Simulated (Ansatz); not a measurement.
## Geometry relaxation of Ga₂O₃ (part 2 of 2)

Continued. System: Ga₂O₃ (10 atoms in the cell). Method: DFT PBEsol, scalar-relativistic, plane waves, PAW, no spin polarisation (Ansatz 0.2.0); cutoff 420 eV, 6×6×6 k-mesh, Gaussian smearing of 0.02 eV. The structure derives from an entry of the Crystallography Open Database.

Geometry of the input (Å; fractional positions):
```
2.4912  1.4383  4.4777
-2.4912  1.4383  4.4777
0.0000  -2.8766  4.4777
Ga 0.3554  0.3554  0.3554
Ga 0.1446  0.1446  0.1446
Ga 0.6446  0.6446  0.6446
Ga 0.8554  0.8554  0.8554
O  0.5549  0.9451  0.2500
O  0.2500  0.5549  0.9451
O  0.9451  0.2500  0.5549
O  0.4451  0.0549  0.7500
O  0.7500  0.4451  0.0549
O  0.0549  0.7500  0.4451
```

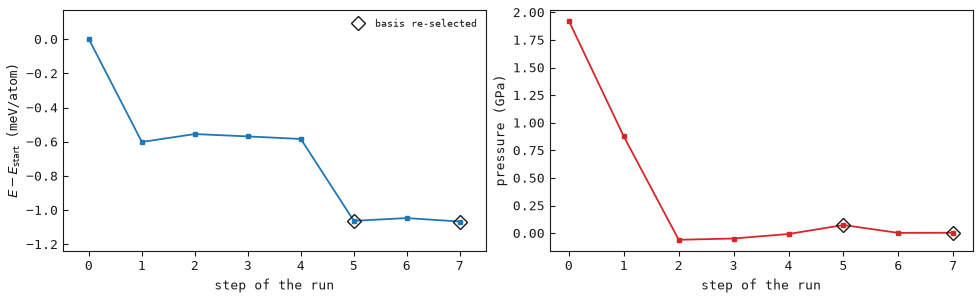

Fig. 1: Progress of the relaxation, step by step (the first geometry is step 0 here and step 1 in the log). The energy falls by 1.0 meV per atom in 5 geometry steps. Largest force component: 0.17 eV/Å at the start, under 0.0001 eV/Å at the end. Pressure: 1.92 GPa at the start and 0.00 GPa at the end. The basis was re-selected once at an unchanged geometry, which shifts the energy a little without any move. The largest moves relative to the cell, 0.011 Å, are those of O5, O6, O7, O8, O9 and O10. By element the largest moves are O 0.011 Å, Ga 0.004 Å. The volume changes by +0.8 %, with a 4.982 → 5.000 Å (+0.4 %), b 4.983 → 5.000 Å (+0.4 %), c 13.433 → 13.449 Å (+0.1 %). Among the contacts that change: Ga1–O10 1.921 → 1.931 Å. The space group stays R-3c (No. 167). The energy change given includes the shifts at the re-selections in mid-walk, which come without any move. A last SCF at the same geometry on a re-selected plane-wave basis shifts the energy by next to nothing (0.0 meV per atom). (Atoms are counted from 1 in the order of the input.)

```
basis re-selected at this cell: Δ(F+E_penalty+E_count) = -2.030e-4 eV, ΔP = +0.001 GPa vs the last step (what re-selecting the basis moved, of the pressure what is left beyond the Pulay correction that the steps carried, after the strain that the cell walked since its last selection, with what the two solves' SCF thresholds leave and, on support functions, any second-order correction that the steps lacked; it is no measure of the basis error at this ecutwfc). This SCF's stress stands 3.76e-3 GPa from its target on what of the cell is left free (relax.cell.stress_tol is 5.00e-2 GPa) and its largest allowed force component is 6.16e-5 eV/Å (relax.f_tol is 5.00e-3 eV/Å): within both
SCF converged after 4 iterations
Free energy (F): -18341.756087 eV
Harris-Foulkes:  -18341.756087 eV  (|F-HF|=2.55e-10)
Internal energy: -18341.756087 eV  (E = F + TS)
E sigma→0 (E₀):  -18341.756087 eV
Fermi energy:    10.342783 eV
--- Per-component energies (eV) ---
  E_band       = -5.556286
  E_kinetic    = 1518.891427
  E_local      = -8529.641581  (includes V_loc(G=0)·N_el)
  E_nonlocal   = 2029.025789
  E_hartree    = 3846.312140
  E_xc         = -705.554445
  E_vxc        = -788.042723  (∫ρ·V_xc dr)
  E_paw        = -8753.100530  (= ΣΔE_a)
  E_vpaw       = -1928.428302  (= ΣTr[D̂ρ^β])
  E_aug_tail   = 0.014500  (compensation charges beyond the density's cutoff)
  E_ewald      = -7751.367027
  E_core_change = 3.663639  (= ΣΔE_core)
  E_smearing   = -0.000000  (= −TS)
  E_closure    = 0.000000  (closes the sum)
  Σ components = -18341.756087   (vs F -18341.756087, Δ=0.00e0)
--- Forces (eV/Å), atoms counted from 1 ---
  atom   1  Ga     0.00000000    -0.00000000    -0.00000860
  atom   2  Ga     0.00000000    -0.00000000     0.00000860
  atom   3  Ga    -0.00000000     0.00000000     0.00000860
  atom   4  Ga    -0.00000000     0.00000000    -0.00000860
  atom   5  O      0.00006159     0.00000000     0.00000000
  atom   6  O     -0.00003080     0.00005334    -0.00000000
  atom   7  O     -0.00003080    -0.00005334     0.00000000
  atom   8  O     -0.00006159    -0.00000000    -0.00000000
  atom   9  O      0.00003080    -0.00005334     0.00000000
  atom  10  O      0.00003080     0.00005334    -0.00000000
  max |Σ_I F_I| component: 8.10e-18 eV/Å
--- Stress (GPa, compression-positive) ---
        0.003762      -0.000000      -0.000000
       -0.000000       0.003762       0.000000
       -0.000000       0.000000       0.003309
  P = ⅓ Tr σ = 0.0036 GPa (0.036 kbar)
--- Band table (eV; the first three rows and the last of 32) ---
  k-point 0: bands = ["-9.9276", "-7.9078", "-7.9078", "-7.8734", "-7.8539", "-7.8539", "-3.6928", "-3.6928", "-3.6008", "-3.6008", "-3.5293", "-3.5004", "-3.4536", "-3.4536", "-3.4158", "-3.4158", "-3.3612", "-3.3612", "-3.2860", "-3.2844", "-3.2844", "-3.2792", "-3.0388", "-3.0388", "-2.4243", "-2.4243", "1.7394", "2.4062", "3.6811", "3.6811", "4.7004", "5.0186", "5.3599", "5.3599", "5.6620", "7.9754", "7.9754", "8.4528", "8.4528", "8.6551", "8.6732", "8.6732", "8.7374", "8.7374", "11.6910", "15.5747", "15.6579", "17.7576", "19.0137", "19.0137", "19.1975", "19.7656", "19.9717", "19.9717"]
  k-point 1: bands = ["-9.8011", "-8.0380", "-7.9199", "-7.9138", "-7.8658", "-7.8406", "-3.6781", "-3.6752", "-3.5985", "-3.5929", "-3.5296", "-3.5012", "-3.4466", "-3.4447", "-3.4285", "-3.4222", "-3.3727", "-3.3656", "-3.2995", "-3.2850", "-3.2823", "-3.2243", "-3.0738", "-3.0352", "-2.5417", "-2.4629", "1.9029", "2.3719", "3.2979", "4.1883", "4.3681", "5.1732", "5.6265", "5.9924", "6.2697", "7.2102", "7.8545", "7.9597", "8.2205", "8.4296", "8.4597", "8.5423", "8.8046", "8.9173", "12.5474", "15.4752", "16.0257", "17.3944", "18.1440", "18.7381", "19.7230", "19.7749", "20.4630", "20.5890"]
  k-point 2: bands = ["-9.4465", "-8.4217", "-7.9527", "-7.9397", "-7.8761", "-7.8558", "-3.6520", "-3.6299", "-3.5815", "-3.5754", "-3.5280", "-3.5093", "-3.4649", "-3.4600", "-3.4253", "-3.4224", "-3.3826", "-3.3682", "-3.3247", "-3.2880", "-3.2793", "-3.1774", "-3.0597", "-3.0099", "-2.7544", "-2.5967", "2.2088", "2.7096", "2.7772", "4.2641", "4.9481", "5.6480", "5.7463", "6.4309", "6.8174", "6.9667", "7.2879", "7.3402", "7.9889", "8.0301", "8.2595", "8.3407", "8.7972", "8.9349", "14.0313", "15.3496", "16.0087", "16.6180", "18.0598", "18.3606", "19.6193", "20.1969", "20.4439", "20.8338"]
  k-point 31: bands = ["-9.0323", "-9.0323", "-7.8837", "-7.8837", "-7.8837", "-7.8837", "-3.6071", "-3.6071", "-3.6071", "-3.6071", "-3.5915", "-3.5915", "-3.4662", "-3.4662", "-3.4662", "-3.4662", "-3.2983", "-3.2983", "-3.2983", "-3.2983", "-3.2204", "-3.2204", "-2.8257", "-2.8257", "-2.8257", "-2.8257", "2.7294", "2.7294", "4.5579", "4.5579", "5.0430", "5.0430", "5.0430", "5.0430", "6.4792", "6.4792", "7.4962", "7.4962", "7.4962", "7.4962", "8.6897", "8.6897", "8.6897", "8.6897", "14.7528", "14.7528", "16.7425", "16.7425", "18.2922", "18.2922", "20.3886", "20.3886", "20.3886", "20.3886"]
--- Relaxed structure (6 steps of the walk, 6 accepted, 2 SCFs on fresh bases) ---
  F+E_penalty+E_count = -18341.75608727 eV   max|allowed force component| = 6.159e-5 eV/Å   (the final SCF, on the basis selected at the relaxed cell)
  cell:  # Å, volume = 97.0703 Å³
    - [2.500169390676844, 1.4434734707269385, 4.482877410775379]
    - [-2.500169390676844, 1.4434734707269385, 4.482877410775379]
    - [-5.062596127554012e-34, -2.886946941453877, 4.482877410775379]
  atoms:
    - { symbol: Ga, position: [0.35570278016652385, 0.35570278016652385, 0.35570278016652385] }
    - { symbol: Ga, position: [0.14429721983347615, 0.14429721983347615, 0.14429721983347615] }
    - { symbol: Ga, position: [0.644297219833476, 0.644297219833476, 0.644297219833476] }
    - { symbol: Ga, position: [0.8557027801665241, 0.8557027801665241, 0.8557027801665241] }
    - { symbol: O, position: [0.5527841071747515, 0.9472158928252485, 0.25000000000000006] }
    - { symbol: O, position: [0.25, 0.5527841071747515, 0.9472158928252487] }
    - { symbol: O, position: [0.9472158928252485, 0.25, 0.5527841071747516] }
    - { symbol: O, position: [0.44721589282524854, 0.052784107174751516, 0.75] }
    - { symbol: O, position: [0.7500000000000002, 0.44721589282524854, 0.052784107174751516] }
    - { symbol: O, position: [0.052784107174751516, 0.75, 0.44721589282524854] }
```

Trajectory as extended XYZ (Å, eV, eV/Å), 8 frames, from step=1 to step=8
```
10
Lattice="2.4912 1.4383 4.4777 -2.4912 1.4383 4.4777 0.0000 -2.8766 4.4777" Properties=species:S:1:pos:R:3:forces:R:3 step=1 energy=-18341.74542 pressure_GPa=1.92
Ga    0.0000    0.0000    4.7741    0.0000   0.0000  -0.0143
Ga    0.0000    0.0000    1.9424    0.0000   0.0000   0.0143
Ga    0.0000    0.0000    8.6589    0.0000   0.0000   0.0143
Ga    0.0000    0.0000   11.4906    0.0000   0.0000  -0.0143
O    -0.9721    1.4383    7.8359   -0.1719   0.0000   0.0000
O    -0.7596   -1.5610    7.8359    0.0860  -0.1489   0.0000
O     1.7317    0.1227    7.8359    0.0860   0.1489   0.0000
O     0.9721   -1.4383    5.5971    0.1719   0.0000   0.0000
O     0.7596    1.5610    5.5971   -0.0860   0.1489   0.0000
O    -1.7317   -0.1227    5.5971   -0.0860  -0.1489   0.0000
10
Lattice="2.4952 1.4406 4.4828 -2.4952 1.4406 4.4828 0.0000 -2.8813 4.4828" Properties=species:S:1:pos:R:3:forces:R:3 step=2 energy=-18341.75143 pressure_GPa=0.88
Ga    0.0000    0.0000    4.7852    0.0000   0.0000  -0.0427
Ga    0.0000    0.0000    1.9390    0.0000   0.0000   0.0427
Ga    0.0000    0.0000    8.6632    0.0000   0.0000   0.0427
Ga    0.0000    0.0000   11.5093    0.0000   0.0000  -0.0427
O    -0.9814    1.4406    7.8449   -0.0542   0.0000   0.0000
O    -0.7569   -1.5702    7.8449    0.0271  -0.0469   0.0000
O     1.7383    0.1296    7.8449    0.0271   0.0469   0.0000
O     0.9814   -1.4406    5.6035    0.0542   0.0000   0.0000
O     0.7569    1.5702    5.6035   -0.0271   0.0469   0.0000
O    -1.7383   -0.1296    5.6035   -0.0271  -0.0469   0.0000
10
Lattice="2.5010 1.4440 4.4789 -2.5010 1.4440 4.4789 0.0000 -2.8880 4.4789" Properties=species:S:1:pos:R:3:forces:R:3 step=3 energy=-18341.75097 pressure_GPa=-0.06
Ga    0.0000    0.0000    4.7820    0.0000   0.0000  -0.0265
Ga    0.0000    0.0000    1.9363    0.0000   0.0000   0.0265
Ga    0.0000    0.0000    8.6545    0.0000   0.0000   0.0265
Ga    0.0000    0.0000   11.5003    0.0000   0.0000  -0.0265
O    -0.9859    1.4440    7.8380   -0.0177   0.0000   0.0000
O    -0.7576   -1.5758    7.8380    0.0089  -0.0153   0.0000
O     1.7434    0.1318    7.8380    0.0089   0.0153   0.0000
O     0.9859   -1.4440    5.5986    0.0177   0.0000   0.0000
O     0.7576    1.5758    5.5986   -0.0089   0.0153   0.0000
O    -1.7434   -0.1318    5.5986   -0.0089  -0.0153   0.0000
10
Lattice="2.5000 1.4434 4.4830 -2.5000 1.4434 4.4830 0.0000 -2.8867 4.4830" Properties=species:S:1:pos:R:3:forces:R:3 step=4 energy=-18341.75110 pressure_GPa=-0.05
Ga    0.0000    0.0000    4.7853    0.0000   0.0000  -0.0180
Ga    0.0000    0.0000    1.9392    0.0000   0.0000   0.0180
Ga    0.0000    0.0000    8.6636    0.0000   0.0000   0.0180
Ga    0.0000    0.0000   11.5097    0.0000   0.0000  -0.0180
O    -0.9860    1.4434    7.8452   -0.0052   0.0000   0.0000
O    -0.7570   -1.5756    7.8452    0.0026  -0.0045   0.0000
O     1.7430    0.1322    7.8452    0.0026   0.0045   0.0000
O     0.9860   -1.4434    5.6037    0.0052   0.0000   0.0000
O     0.7570    1.5756    5.6037   -0.0026   0.0045   0.0000
O    -1.7430   -0.1322    5.6037   -0.0026  -0.0045   0.0000
10
Lattice="2.4999 1.4433 4.4826 -2.4999 1.4433 4.4826 0.0000 -2.8866 4.4826" Properties=species:S:1:pos:R:3:forces:R:3 step=5 energy=-18341.75125 pressure_GPa=-0.01
Ga    0.0000    0.0000    4.7833    0.0000   0.0000   0.0016
Ga    0.0000    0.0000    1.9406    0.0000   0.0000  -0.0016
Ga    0.0000    0.0000    8.6646    0.0000   0.0000  -0.0016
Ga    0.0000    0.0000   11.5072    0.0000   0.0000   0.0016
O    -0.9859    1.4433    7.8446   -0.0001   0.0000   0.0000
O    -0.7570   -1.5755    7.8446    0.0001  -0.0001   0.0000
O     1.7429    0.1322    7.8446    0.0001   0.0001   0.0000
O     0.9859   -1.4433    5.6033    0.0001   0.0000   0.0000
O     0.7570    1.5755    5.6033   -0.0001   0.0001   0.0000
O    -1.7429   -0.1322    5.6033   -0.0001  -0.0001   0.0000
10
Lattice="2.4999 1.4433 4.4826 -2.4999 1.4433 4.4826 0.0000 -2.8866 4.4826" Properties=species:S:1:pos:R:3:forces:R:3 step=6 energy=-18341.75605 pressure_GPa=0.07
Ga    0.0000    0.0000    4.7833    0.0000   0.0000   0.0012
Ga    0.0000    0.0000    1.9406    0.0000   0.0000  -0.0012
Ga    0.0000    0.0000    8.6646    0.0000   0.0000  -0.0012
Ga    0.0000    0.0000   11.5072    0.0000   0.0000   0.0012
O    -0.9859    1.4433    7.8446   -0.0007   0.0000   0.0000
O    -0.7570   -1.5755    7.8446    0.0004  -0.0006   0.0000
O     1.7429    0.1322    7.8446    0.0004   0.0006   0.0000
O     0.9859   -1.4433    5.6033    0.0007   0.0000   0.0000
O     0.7570    1.5755    5.6033   -0.0004   0.0006   0.0000
O    -1.7429   -0.1322    5.6033   -0.0004  -0.0006   0.0000
10
Lattice="2.5002 1.4435 4.4829 -2.5002 1.4435 4.4829 0.0000 -2.8869 4.4829" Properties=species:S:1:pos:R:3:forces:R:3 step=7 energy=-18341.75588 pressure_GPa=0.00
Ga    0.0000    0.0000    4.7837    0.0000   0.0000  -0.0001
Ga    0.0000    0.0000    1.9406    0.0000   0.0000   0.0001
Ga    0.0000    0.0000    8.6649    0.0000   0.0000   0.0001
Ga    0.0000    0.0000   11.5080    0.0000   0.0000  -0.0001
O    -0.9861    1.4435    7.8450    0.0001   0.0000   0.0000
O    -0.7570   -1.5758    7.8450    0.0000   0.0001   0.0000
O     1.7432    0.1323    7.8450    0.0000  -0.0001   0.0000
O     0.9861   -1.4435    5.6036   -0.0001   0.0000   0.0000
O     0.7570    1.5758    5.6036    0.0000  -0.0001   0.0000
O    -1.7432   -0.1323    5.6036    0.0000   0.0001   0.0000
10
Lattice="2.5002 1.4435 4.4829 -2.5002 1.4435 4.4829 0.0000 -2.8869 4.4829" Properties=species:S:1:pos:R:3:forces:R:3 step=8 energy=-18341.75609 pressure_GPa=0.00
Ga    0.0000    0.0000    4.7837    0.0000   0.0000   0.0000
Ga    0.0000    0.0000    1.9406    0.0000   0.0000   0.0000
Ga    0.0000    0.0000    8.6649    0.0000   0.0000   0.0000
Ga    0.0000    0.0000   11.5080    0.0000   0.0000   0.0000
O    -0.9861    1.4435    7.8450    0.0001   0.0000   0.0000
O    -0.7570   -1.5758    7.8450    0.0000   0.0001   0.0000
O     1.7432    0.1323    7.8450    0.0000  -0.0001   0.0000
O     0.9861   -1.4435    5.6036   -0.0001   0.0000   0.0000
O     0.7570    1.5758    5.6036    0.0000  -0.0001   0.0000
O    -1.7432   -0.1323    5.6036    0.0000   0.0001   0.0000
```

Results in brief

| quantity | value |
| --- | --- |
| outcome | converged |
| space group (tolerance 0.01 Å) | R-3c (167) |
| electrons treated | 88 |
| free energy | −18341.7561 eV |
| Fermi energy | 10.343 eV |
| gap on the k-point mesh | 2.70 eV |
| pressure | 0.00 GPa |
| final volume | 97.07 Å³ |
| largest force (length of the vector) at the end | under 0.001 eV/Å |
| final cell | a = 5.332 Å, b = 5.332 Å, c = 5.332 Å, α = 55.93°, β = 55.93°, γ = 55.93° |
| hardware | 2 threads of Arm Neoverse N1, 16 GiB of memory available, shared host |
| wall time | 74 s (CPU time 2.4 min) |
| peak memory | 0.47 GiB |
